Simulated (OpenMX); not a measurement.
Consider MoS4 (slab).

The calculation's input:

```
System.CurrrentDirectory             ./
System.Name                          MoS4
DATA.PATH                            ./DFT_DATA13
level.of.stdout                      1
level.of.fileout                     1
Species.Number                       3
<Definition.of.Atomic.Species
  S   S7.0-s2p2d1f1          S_PBE13
  Mo  Mo7.0-s3p2d2           Mo_PBE13
  E   H7.0-s2p1              E
Definition.of.Atomic.Species>

Atoms.Number                         7
Atoms.SpeciesAndCoordinates.Unit     FRAC
<Atoms.SpeciesAndCoordinates
    1  S     0.3333333300    0.6666666600    0.1610598169   3.000  3.000
    2  S     0.3333333300    0.6666666600    0.4666858505   3.000  3.000
    3  Mo    0.0000000000    0.0000000000    0.5000000000   7.000  7.000
    4  S     0.3333333300    0.6666666600    0.5333141495   3.000  3.000
    5  S     0.3333333300    0.6666666600    0.8389401831   3.000  3.000
    6  E     0.3333333300    0.6666666600    0.8861843960   0.000  0.000
    7  E     0.3333333300    0.6666666600    0.1138156040   0.000  0.000
Atoms.SpeciesAndCoordinates>

Atoms.UnitVectors.Unit               Ang
<Atoms.UnitVectors
     3.1841260822    0.0000000000    0.0000000000
    -1.5920630411    2.7575340760    0.0000000000
     0.0000000000    0.0000000000   46.5665498867
Atoms.UnitVectors>

scf.XcType                           GGA-PBE
scf.SpinPolarization                 off
scf.ElectronicTemperature            580.226
scf.energycutoff                     400.0
scf.maxIter                          100
scf.EigenvalueSolver                 band
scf.Kgrid                            11 11 1
scf.Mixing.Type                      rmm-diisk
scf.Init.Mixing.Weight               0.05
scf.Min.Mixing.Weight                0.001
scf.Max.Mixing.Weight                0.3
scf.Mixing.History                   25
scf.Mixing.StartPulay                8
scf.criterion                        1.0e-8
MD.Type                              nomd
```

Command:

```sh
openmx MoS4.dat -nt 1 > MoS4.std
```

Not relaxed (largest force 0.7 eV/Å).

All numbers below come from Kohn-Sham DFT of a periodic cell, PBE, OpenMX 2013 PBE set in OpenMX 3.8.5.

What can the converged valence pseudo-density tell about the bonding?

Answer. Mo–S (2.41 Å): ρ is about 0.57 e/Å³ halfway.

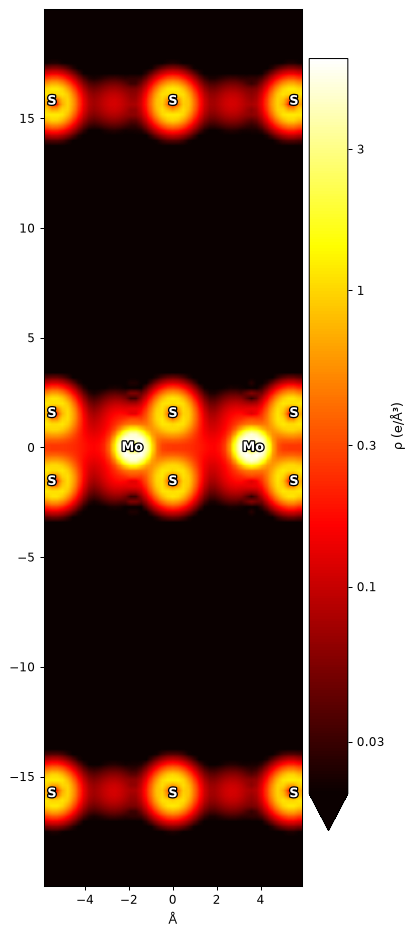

Computed valence pseudo-density on the (110) plane of the calculation cell, a cut from vacuum to vacuum. 

The density is the valence pseudo-density of a pseudopotential calculation; it isn't the true density close to the nuclei.
